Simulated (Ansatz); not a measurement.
# Hf5S: from a guess to a relaxed structure, part 2 of 2

The task: take a trial cell of Hf5S to zero force and stress.

Ansatz 0.2.0; DFT PBE, scalar-relativistic, plane waves, PAW. The steps go on from the part before.

## Step 4: Final relaxation

The end of the coarse run is made exact in the group found at a tolerance of 0.06 Å and reduced to its primitive cell.

Input file input.yaml:

```yaml
crystal:
  lattice:
    - [3.1669340745, 0.0, 0.0]
    - [0.0, 3.1669340745, 0.0]
    - [0.0, 0.0, 12.4124983393]
  atoms:
    - { symbol: Hf, position: [0.5, 0.5, 0.3209449638] }
    - { symbol: Hf, position: [0.5, 0.5, 0.6790550362] }
    - { symbol: Hf, position: [0.0, 0.0, 0.1379916046] }
    - { symbol: Hf, position: [0.0, 0.0, 0.8620083954] }
    - { symbol: Hf, position: [0.0, 0.0, 0.5] }
    - { symbol: S, position: [0.5, 0.5, 0.0] }
basis:
  ecutwfc: 420
kpoints:
  mp_grid: { grid: [12, 12, 4] }
hamiltonian:
  xc: pbe
scf:
  occupations: { method: gaussian, width: 0.1 }
output:
  forces: true
  stress: true
  eigenvalues: true
  write_density: true
  write_potential: true
  elf: true
  volumetric_format: npy
relax:
  adjacent_minimum: "off"
  f_tol: 0.01
  max_steps: 80
  cell: { stress_tol: 0.05 }
```

Launch:

```bash
> ansatz run input.yaml --threads 1 --pin off --max-ram 2560MiB --backend cpu --events-out ev --progress --plain --runs-dir out
```

Standard output:

```text
Warning: RAYON_NUM_THREADS=1 ignored (pool sized by the plan → 1); use --threads N
Engine: ansatz 0.2.0, x86_64-unknown-linux-gnu
Pseudopotentials: kind: paw
Pseudopotential: Hf, paw, valence charge 26, recommended cutoff 420 eV (normal), Hf.paw.azcp
Pseudopotential: S, paw, valence charge 6, recommended cutoff 420 eV (normal), S.paw.azcp
Functional definition: PBE
  parameter kappa = 0.804
  parameter beta = 0.06672455060314922
  exchange = pbe_x(kappa = kappa, mu = beta*pi^2/3)
  correlation = pbe_c(beta = beta)
Crystal: 6 atoms, lattice volume = 124.491 Å³
Basis set: ecut = 420 eV, 2457 PW (Γ), exchange–correlation on 48×48×180 points (8 copies of the dense FFT grid, shifted against one another)
Bands: 82, of which v1, the nominal top of the filled ones, is band 68 counted from 1 (67 counted from 0)
Symmetry: 16 space group operations
Space group: P4/mmm (ITA 123), of the structure as read, at distance tolerance 5.0e-5 Å
k-points: 84 of 576
Non-local potential: Hf, projectors of the file, l = 0: 3, l = 1: 2, l = 2: 2, l = 3: 3
Non-local potential: S, projectors of the file, l = 0: 2, l = 1: 2, l = 2: 2
PAW form: soft (Blöchl's): semilocal exchange-correlation on the pseudo side does not see the compensation charge
PAW one-centre angular grid: Hf, 590 points (default); XC on 64 Gauss nodes
PAW one-centre angular grid: S, 110 points (default); XC on 64 Gauss nodes
Initial density: superposition of atomic densities (neutral atoms: chi_scale 0, normalization atom), corrected by the library's trained network
Initial wavefunctions: pseudopotential atomic-orbital guess
Functional: x = pbe(κ = 0.804, μ = 0.2195149727645171), c = pbe(β = 0.06672455060314922)
SCF iter   1: F=—  HF=-79510.819769 eV  |F-HF|=—  |Δ(HF+E_count)|=         —  Δρ=1.50e-2  dr2=7.21e0  ethr=1.77e-3  ⟨swp⟩=5.1  Hψ=21285  notcnv=0  defer=35
preconditioner: auto → Kerker (q_TF=auto, 2.769 Å⁻¹)  [metal: Δε(μ)=0.008 eV  Ē_g=17.055 eV  σ=0.100 eV  W_gap=0.05  n_scr=38 (ndim 8)  ℏωp=37.4 eV  f_vac=0.000  D(μ)=6.46/eV (n_scr^D=68)]
SCF iter   2: F=—  HF=-79510.638940 eV  |F-HF|=—  |Δ(HF+E_count)|=   1.81e-1  Δρ=6.98e-3  dr2=1.64e0  ethr=1.77e-3  ⟨swp⟩=1.0  Hψ=7982  notcnv=0  defer=56
SCF iter   3: F=—  HF=-79510.593004 eV  |F-HF|=—  |Δ(HF+E_count)|=   4.59e-2  Δρ=3.59e-3  dr2=2.10e-1  ethr=1.21e-3  ⟨swp⟩=1.6  Hψ=6441  notcnv=0  defer=125
SCF iter   4: F=—  HF=-79510.568918 eV  |F-HF|=—  |Δ(HF+E_count)|=   2.41e-2  Δρ=2.62e-3  dr2=3.27e-2  ethr=1.54e-4  ⟨swp⟩=2.0  Hψ=10977  notcnv=0  defer=488
SCF iter   5: F=—  HF=-79510.562027 eV  |F-HF|=—  |Δ(HF+E_count)|=   6.89e-3  Δρ=7.61e-4  dr2=3.32e-3  ethr=2.41e-5  ⟨swp⟩=2.0  Hψ=7597  notcnv=0  defer=496
SCF iter   6: F=—  HF=-79510.561939 eV  |F-HF|=—  |Δ(HF+E_count)|=   8.89e-5  Δρ=3.20e-4  dr2=2.51e-4  ethr=2.44e-6  ⟨swp⟩=2.0  Hψ=12167  notcnv=0  defer=519
SCF iter   7: F=—  HF=-79510.561937 eV  |F-HF|=—  |Δ(HF+E_count)|=   1.94e-6  Δρ=1.49e-4  dr2=3.36e-5  ethr=1.84e-7  ⟨swp⟩=2.0  Hψ=11381  notcnv=0  defer=519
SCF iter   8: F=—  HF=-79510.561925 eV  |F-HF|=—  |Δ(HF+E_count)|=   1.14e-5  Δρ=7.01e-5  dr2=1.13e-5  ethr=2.47e-8  ⟨swp⟩=2.3  Hψ=12342  notcnv=0  defer=519
SCF iter   9: F=—  HF=-79510.561917 eV  |F-HF|=—  |Δ(HF+E_count)|=   7.84e-6  Δρ=2.51e-5  dr2=1.48e-6  ethr=8.29e-9  ⟨swp⟩=2.1  Hψ=12084  notcnv=0  defer=519
SCF iter  10: F=—  HF=-79510.561918 eV  |F-HF|=—  |Δ(HF+E_count)|=   3.30e-7  Δρ=1.28e-5  dr2=3.25e-7  ethr=1.09e-9  ⟨swp⟩=2.0  Hψ=12015  notcnv=0  defer=519
SCF iter  11: F=—  HF=-79510.561918 eV  |F-HF|=—  |Δ(HF+E_count)|=   1.43e-7  Δρ=8.97e-6  dr2=2.48e-7  ethr=7.35e-11  ⟨swp⟩=15.3  Hψ=65024  notcnv=0
SCF iter  12: F=-79510.561917 eV  HF=-79510.561917 eV  |F-HF|=1.78e-8  |Δ(HF+E_count)|=   5.85e-8  Δρ=2.67e-6  dr2=1.02e-8  ethr=7.35e-11  ⟨swp⟩=6.9  Hψ=46262  notcnv=0
SCF 1 converged in 12 iterations: F = -79510.561917 eV  dr2 = 1.02e-8
relax step   1: F+E_penalty+E_count = -79510.56191748 eV  Δ(F+E_penalty+E_count) = +0.000e0 eV  max|allowed force component| = 9.890e-2 eV/Å  Δτ_max = 0.0000 Å  P = +0.230 GPa  Ω = 124.491 Å³  (12 SCF iters, dr2 threshold 1.00e-7 eV, accepted)
[... 16 lines left out ...]
relax step   2: F+E_penalty+E_count = -79510.56081510 eV  Δ(F+E_penalty+E_count) = +1.102e-3 eV  max|allowed force component| = 1.281e-1 eV/Å  Δτ_max = 0.0352 Å  P = -0.185 GPa  Ω = 125.177 Å³  energy of the carried Pulay correction = -1.784e-4 eV  (9 SCF iters, dr2 threshold 6.00e-7 eV, rejected (line search))
[... 18 lines left out ...]
relax step   3: F+E_penalty+E_count = -79510.56373384 eV  Δ(F+E_penalty+E_count) = -1.816e-3 eV  max|allowed force component| = 1.928e-2 eV/Å  Δτ_max = 0.0124 Å  P = -0.170 GPa  Ω = 125.089 Å³  energy of the carried Pulay correction = -1.554e-4 eV  (13 SCF iters, accepted)
[... 12 lines left out ...]
relax step   4: F+E_penalty+E_count = -79510.56397875 eV  Δ(F+E_penalty+E_count) = -2.449e-4 eV  max|allowed force component| = 1.297e-2 eV/Å  Δτ_max = 0.0056 Å  P = +0.062 GPa  Ω = 124.805 Å³  energy of the carried Pulay correction = -8.185e-5 eV  (7 SCF iters, dr2 threshold 1.97e-7 eV, accepted)
[... 12 lines left out ...]
relax step   5: F+E_penalty+E_count = -79510.56403255 eV  Δ(F+E_penalty+E_count) = -5.380e-5 eV  max|allowed force component| = 3.278e-4 eV/Å  Δτ_max = 0.0023 Å  P = -0.001 GPa  Ω = 124.877 Å³  energy of the carried Pulay correction = -1.003e-4 eV  (8 SCF iters, dr2 threshold 3.05e-8 eV, accepted)
[... 11 lines left out ...]
relax step   6: F+E_penalty+E_count = -79510.56413507 eV  Δ(F+E_penalty+E_count) = -1.025e-4 eV  max|allowed force component| = 2.618e-4 eV/Å  Δτ_max = 0.0000 Å  P = -0.001 GPa  Ω = 124.877 Å³  stress off target by 1.24e-3 GPa  SCF on the basis re-selected at this cell (its energy is not comparable with the rows above)  (6 SCF iters)
basis re-selected at this cell: Δ(F+E_penalty+E_count) = -1.025e-4 eV, ΔP = +0.000 GPa vs the last step (what re-selecting the basis moved, of the pressure what is left beyond the Pulay correction that the steps carried, after the strain that the cell walked since its last selection, with what the two solves' SCF thresholds leave and, on support functions, any second-order correction that the steps lacked; it is no measure of the basis error at this ecutwfc). This SCF's stress stands 1.24e-3 GPa from its target on what of the cell is left free (relax.cell.stress_tol is 5.00e-2 GPa) and its largest allowed force component is 2.62e-4 eV/Å (relax.f_tol is 1.00e-2 eV/Å): within both
SCF converged after 6 iterations
Free energy (F): -79510.564135 eV
Harris-Foulkes:  -79510.564135 eV  (|F-HF|=0.00e0)
Internal energy: -79510.522804 eV  (E = F + TS)
E sigma→0 (E₀):  -79510.543469 eV
Entropy (-TS):   -0.041331 eV (-6.889 meV/atom)
Fermi energy:    19.191396 eV
--- Per-component energies (eV) ---
  E_band       = 151.272697
  E_kinetic    = 2227.858652
  E_local      = -26996.784678  (includes V_loc(G=0)·N_el)
  E_nonlocal   = -6194.044004
  E_hartree    = 12712.372374
  E_xc         = -1598.206992
  E_vxc        = -1419.433842  (∫ρ·V_xc dr)
  E_paw        = -35237.663149  (= ΣΔE_a)
  E_vpaw       = 7108.931834  (= ΣTr[D̂ρ^β])
  E_aug_tail   = -0.000005  (compensation charges beyond the density's cutoff)
  E_ewald      = -24424.055002
  E_smearing   = -0.041331  (= −TS)
  E_closure    = 0.000000  (closes the sum)
  Σ components = -79510.564135   (vs F -79510.564135, Δ=0.00e0)
--- Forces (eV/Å), atoms counted from 1 ---
  atom   1  Hf     0.00000000     0.00000000     0.00018257
  atom   2  Hf     0.00000000     0.00000000    -0.00018257
  atom   3  Hf     0.00000000     0.00000000     0.00026176
  atom   4  Hf     0.00000000     0.00000000    -0.00026176
  atom   5  Hf    -0.00000000     0.00000000     0.00000000
  atom   6  S      0.00000000     0.00000000     0.00000000
  max |Σ_I F_I| component: 3.16e-30 eV/Å
--- Stress (GPa, compression-positive) ---
       -0.000522       0.000000       0.000000
        0.000000      -0.000522       0.000000
        0.000000       0.000000      -0.001242
  P = ⅓ Tr σ = -0.0008 GPa (-0.008 kbar)
--- Band table (eV; the first three rows and the last of 84) ---
  k-point 0: bands = ["-43.0413", "-43.0375", "-42.5344", "-42.5278", "-42.4014", "-11.8763", "-11.7700", "-11.5155", "-11.5155", "-11.5049", "-11.5049", "-11.3833", "-11.1637", "-11.0499", "-11.0499", "-10.9906", "-10.9906", "-10.8771", "-10.8135", "-10.8135", "3.9067", "6.9903", "6.9903", "6.9927", "6.9927", "6.9933", "6.9937", "6.9940", "6.9986", "6.9986", "7.0011", "7.0229", "7.0229", "7.0316", "7.0316", "7.5033", "7.5055", "7.5055", "7.5071", "7.5071", "7.5082", "7.5087", "7.5097", "7.5237", "7.5289", "7.5358", "7.5358", "7.5381", "7.5381", "7.6107", "7.6257", "7.6257", "7.6316", "7.6462", "7.6543", "7.6543", "11.6604", "12.5172", "14.4461", "15.3502", "16.1360", "16.2531", "16.2531", "17.0343", "17.5657", "17.9107", "18.9719", "19.2176", "19.3555", "20.0982", "20.7699", "20.7699", "20.9055", "21.6398", "21.6398", "22.1883", "22.1883", "22.2986", "22.4012", "23.1857", "23.4767", "23.8490"]
[... 3 lines left out ...]
--- Relaxed structure (5 steps of the walk, 4 accepted, 1 SCFs on fresh bases) ---
  F+E_penalty+E_count = -79510.56413507 eV   max|allowed force component| = 2.618e-4 eV/Å   (the final SCF, on the basis selected at the relaxed cell)
  cell:  # Å, volume = 124.8766 Å³
    - [3.17441064221226, 8.111653324247885e-36, 0.0]
    - [4.771560778969344e-37, 3.17441064221226, 0.0]
    - [0.0, 0.0, 12.392386100855495]
  atoms:
    - { symbol: Hf, position: [0.5, 0.5, 0.3198570427726917] }
    - { symbol: Hf, position: [0.5, 0.5, 0.6801429572273082] }
    - { symbol: Hf, position: [-5.574589621458083e-35, -6.809868003485728e-36, 0.1385026755264432] }
    - { symbol: Hf, position: [-4.814418309441072e-35, 8.393558236854503e-36, 0.8614973244735569] }
    - { symbol: Hf, position: [-6.334760933475096e-36, -1.1085831633581418e-36, 0.5] }
    - { symbol: S, position: [0.5, 0.5, 0.0] }
```

It took 5.7 min on 1 thread of Intel Xeon Platinum 8259CL at 2.50GHz (Skylake/Cascade Lake), shared host; peak memory 0.87 GiB.

Relaxation path:

| step | E - E(step 1) (eV/cell) | largest force component (eV/Å) | pressure (GPa) | volume (Å³) |
| --- | --- | --- | --- | --- |
| 1 | 0.0000 | 0.0989 | 0.23 | 124.49 |
| 2 | 0.0011 | 0.1281 | -0.18 | 125.18 |
| 3 | -0.0018 | 0.0193 | -0.17 | 125.09 |
| 4 | -0.0021 | 0.0130 | 0.06 | 124.81 |
| 5 | -0.0021 | 0.0003 | 0.00 | 124.88 |
| 6 | -0.0022 | 0.0003 | 0.00 | 124.88 |

Step 1 is the start. Step 6 repeats the geometry before it on a plane-wave basis chosen anew for that cell, so its energy need not be comparable with the rows above. Step 2 was tried and not accepted.

|  | before | after | change |
| --- | --- | --- | --- |
| a (Å) | 3.167 | 3.174 | +0.2 % |
| b (Å) | 3.167 | 3.174 | +0.2 % |
| c (Å) | 12.412 | 12.392 | -0.2 % |
| volume (Å³/atom) | 20.75 | 20.81 | +0.3 % |
| shortest distance (Å) | 2.819 | 2.826 | +0.2 % |
| space group (0.01 Å) | P4/mmm | P4/mmm | same |

Forces and stress were held to the start's 16 operations: a distortion of lower symmetry was not tested.

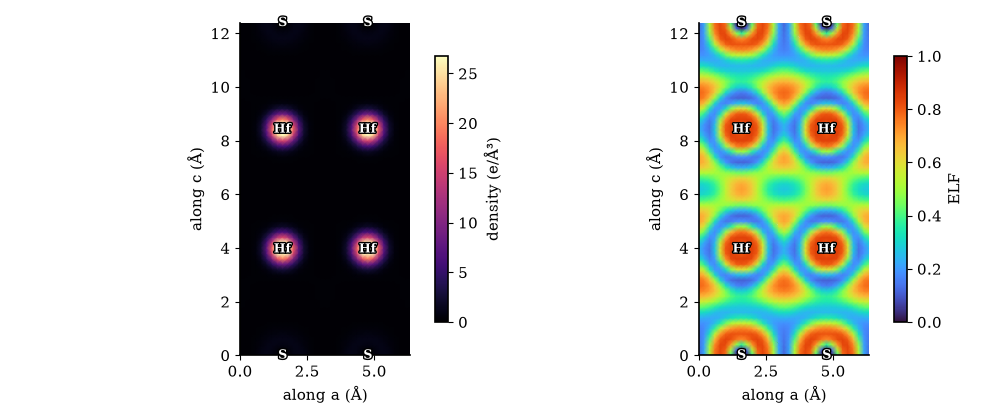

Density (left) and ELF (right) in a lattice plane of the grid's cell (edges 3.17 and 12.39 Å, at 0.500 of the third edge), which holds Hf and S. Only atoms in the plane are labelled; the density scale stops at 26.76 e/Å³. Both are smooth fields of the valence electrons: close to the nuclei they are not physical.

Maxima of ELF outside the ion cores: 0.86 in the shell around S, 0.8 Å from S; 0.78 between the atoms, 1.8 Å from Hf.

## Step 5: Variant: mp_grid.grid [8, 8, 3], occupations.method tetrahedron_uncorrected, width left out

Input file input.yaml:

```yaml
crystal:
  lattice:
    - [3.1744106422, 0.0, 0.0]
    - [0.0, 3.1744106422, 0.0]
    - [0.0, 0.0, 12.3923861009]
  atoms:
    - { symbol: Hf, position: [0.5, 0.5, 0.3198570428] }
    - { symbol: Hf, position: [0.5, 0.5, 0.6801429572] }
    - { symbol: Hf, position: [0.0, 0.0, 0.1385026755] }
    - { symbol: Hf, position: [0.0, 0.0, 0.8614973245] }
    - { symbol: Hf, position: [0.0, 0.0, 0.5] }
    - { symbol: S, position: [0.5, 0.5, 0.0] }
basis:
  ecutwfc: 420
kpoints:
  mp_grid: { grid: [8, 8, 3] }
hamiltonian:
  xc: pbe
scf:
  occupations: { method: tetrahedron_uncorrected }
output:
  forces: true
  eigenvalues: true
  stress: true
```

Launch:

```bash
> ansatz run input.yaml --threads 1 --pin off --max-ram 2560MiB --backend cpu --events-out ev --progress --plain --runs-dir out
```

Standard output, shortened:

```text
Warning: RAYON_NUM_THREADS=1 ignored (pool sized by the plan → 1); use --threads N
band count auto-derived: 83 (N_el = 136.0; filled up to band 68; 82 by the electrons, moments and atoms)
[...]
[... 4 set-up lines as earlier in the session ...]
[...]
Crystal: 6 atoms, lattice volume = 124.877 Å³
Basis set: ecut = 420 eV, 2457 PW (Γ), exchange–correlation on 48×48×180 points (8 copies of the dense FFT grid, shifted against one another)
Bands: 83, of which v1, the nominal top of the filled ones, is band 68 counted from 1 (67 counted from 0)
[... 2 set-up lines as earlier in the session ...]
k-points: 30 of 192
[...]
SCF iter  12: F=-79510.484012 eV  HF=-79510.484012 eV  |F-HF|=2.98e-9  |Δ(HF+E_count)|=   6.95e-8  Δρ=1.83e-6  dr2=4.15e-9  ethr=3.02e-11  ⟨swp⟩=5.3  Hψ=8656  notcnv=0
[...]
SCF converged after 12 iterations
Free energy (F): -79510.484012 eV
[...]
E sigma→0 (E₀):  -79510.484012 eV
Entropy (-TS):   -0.003262 eV (-0.544 meV/atom)
Fermi energy:    19.176788 eV
[...]
--- Forces (eV/Å), atoms counted from 1 ---
  atom   1  Hf     0.00000000     0.00000000     0.00682873
  atom   2  Hf     0.00000000     0.00000000    -0.00682873
  atom   3  Hf     0.00000000     0.00000000    -0.00115525
  atom   4  Hf     0.00000000     0.00000000     0.00115525
  atom   5  Hf    -0.00000000     0.00000000     0.00000000
  atom   6  S      0.00000000     0.00000000     0.00000000
[...]
--- Stress (GPa, compression-positive) ---
        0.251448       0.000000       0.000000
        0.000000       0.251448       0.000000
        0.000000       0.000000      -0.004544
  P = ⅓ Tr σ = 0.1661 GPa (1.661 kbar)
--- Band table (eV; the first three rows and the last of 30) ---
[...]
```

Wall time 19 s (1 thread of Intel Xeon Platinum 8259CL at 2.50GHz (Skylake/Cascade Lake), shared host); peak memory 0.57 GiB.

| run | ending | energy change | pressure (GPa) | gap (eV) | force (eV/Å) | cycles | time |
| --- | --- | --- | --- | --- | --- | --- | --- |
| step 4 | converged | 0 | 0.0 | 0.00 | 0.00 | - | 5.7 min |
| variant | converged | +9.9 meV/atom (σ→0) | 0.2 | 0.00 | 0.01 | 12 | 19 s |

Changing the k-point mesh and smearing moves the energy by +9.9 meV/atom (σ→0 values). More than one kind of setting changed, and this run alone doesn't tell their shares apart. The variant is not converged in its settings.

## Step 6: Summary of results

The summary covers parts 1 to 2. Changes of volume or cell count from the first structure of part 1.

| quantity | value |
| --- | --- |
| symmetry at the end (tolerance 0.05 Å) | space group P4/mmm (No. 123) |
| conventional cell | a = 3.174 Å, b = 3.174 Å, c = 12.392 Å, α = 90.00°, β = 90.00°, γ = 90.00° |
| volume | 20.81 Å³/atom |
| energy over the elements | -0.28 eV/atom |
| gap on the mesh | none (metal) |

**Reading.** The space group P4/mmm (No. 123) is kept, and the volume per atom shrinks by 3.4 % from the first guess. It lies below the elements, which doesn't yet make it stable: competing phases were not computed in this session. No finished test with a distortion of lower symmetry is shown, so the end may be a saddle point. The runs treat Hf without spin-orbit coupling.
